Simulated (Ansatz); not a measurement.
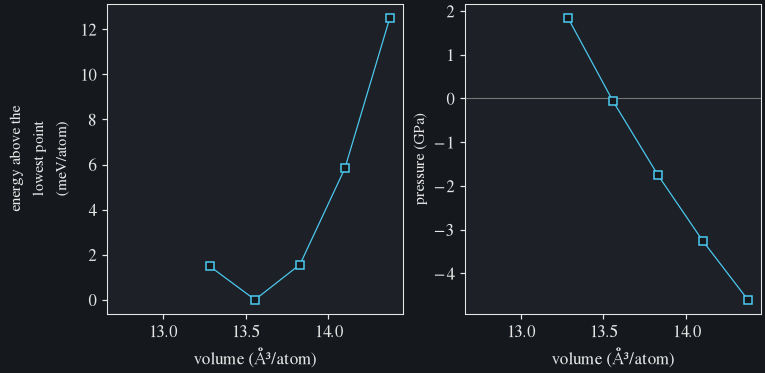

The figure shows the energy above the lowest point and pressure against volume for Zn₂O, space group Fm-3m (No. 225) (one of a set of cubic test structures, which need not be the stable phase).

Computed with Ansatz 0.2.0 development build: equation of state of a cubic crystal from periodic Kohn-Sham density functional theory without spin, third-order Birch-Murnaghan fit to the free energies; pressure corrected for the finite basis. Level: PBE.

- structure type: antifluorite
- atoms in cell: 3
- space group number: 225
- lattice centring: face-centred primitive
- k mesh: 34×34×34
- occupation method: Fermi–Dirac
- occupation width: 0.06123 eV
- wave cutoff: 420 eV
- datasets: soft-1 PAW
- density tolerance: 1e−07 eV
- bands: 19
- density cutoff ratio: 4
- search for lower states: default

The points at volume 12.74 Å³/atom and 13.01 Å³/atom are left out of the plot. What values does the calculation give there?

```
volume (Å³/atom)  energy above the lowest point (meV/atom)  pressure (GPa)
           12.74                                      15.1             6.4
           13.01                                       6.4             4.0
```

Caveats: cubic model structure, not the ambient form.
